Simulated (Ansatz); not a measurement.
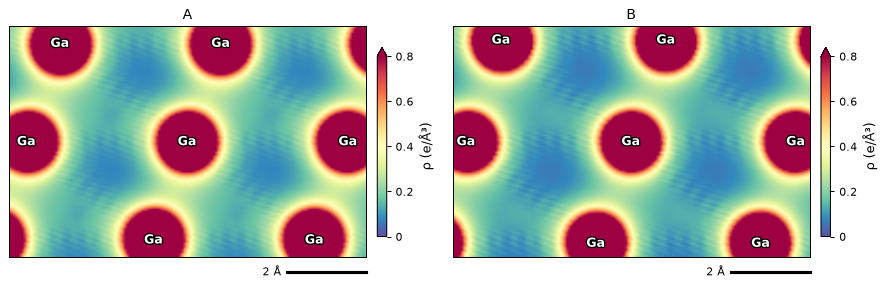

Ga. The valence charge density (pseudo) of two cells that differ in size and shape, on the (001) plane of each (indices in the axes of the calculation cell), at one length scale and on one colour scale; one has 15.9 and the other 17.6 Å³ an atom.

Space group C2/c.

Computed with DFT PBEsol, scalar-relativistic, plane waves, PAW (Ansatz).

In a PAW calculation such maps are meaningful between the atoms, not at the nuclei.

Which is the denser cell? Describe the effect of the change.

Panel A is the smaller cell, by 10 % in volume. From the larger cell to the smaller, Ga–Ga goes from 2.73 to 2.64 Å, and the density at its midpoint from 0.25 to 0.29 e/Å³; the pressure goes from 1.3 to 10 GPa.
